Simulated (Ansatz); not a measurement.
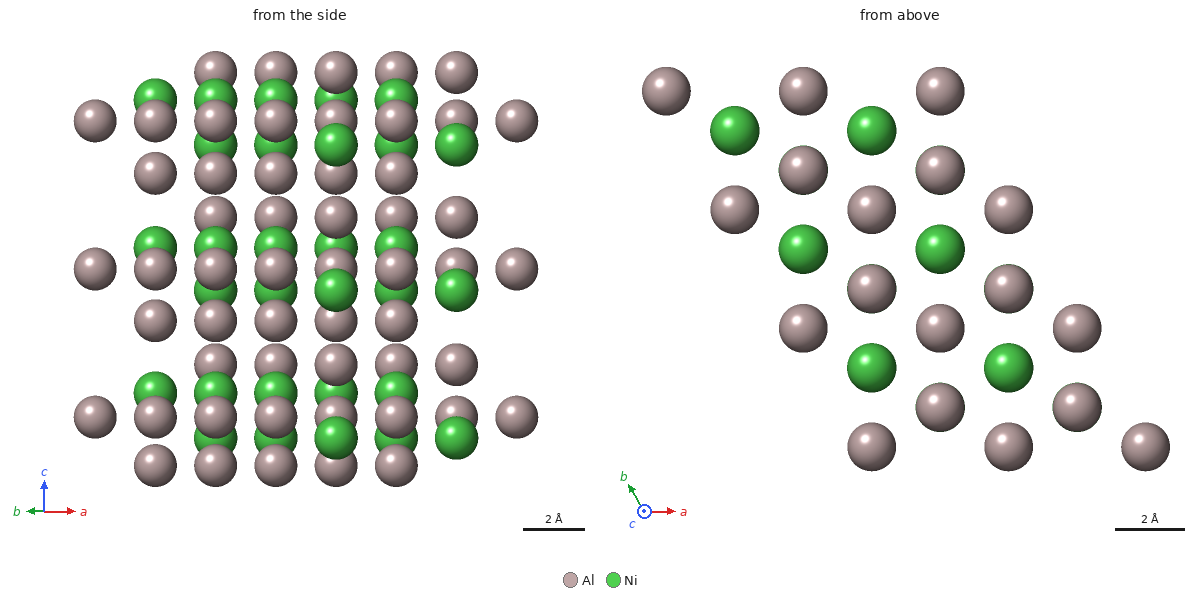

A spheres-only picture of a periodic slab, seen from the side and from above. The surface normal points up in side views; the vacuum is left out. 2×3 cells are drawn in the plane, with atoms at the edges repeated.

The cell holds 9 Al, 6 Ni. The slab was cut from bulk Al3Ni2 (P-3m1).

What do the upper and lower surfaces expose?

The top face ends in Al, the bottom face in Al. The two faces are alike.

What is the slab's thickness, atom centre to atom centre?

About 13 Å from the lowest to the highest atom.

What is the orientation of the surface?

(0 0 1).

Setup: DFT PBEsol, scalar-relativistic, plane waves, PAW in Ansatz 0.2.0; a cutoff energy of 420 eV, a 9×9×1 grid in reciprocal space, Gaussian smearing of 0.1 eV, no spin polarisation (a spin-restricted run, not always the ground state).

How much energy takes an electron from the Fermi level to the vacuum on each side?

4.36 eV on both faces.

Origin of the cell: a structure listed in the Materials Project, from which a slab was cut. The atoms were relaxed in a fixed cell with DFT PBEsol, scalar-relativistic, plane waves, PAW (Ansatz 0.2.0).
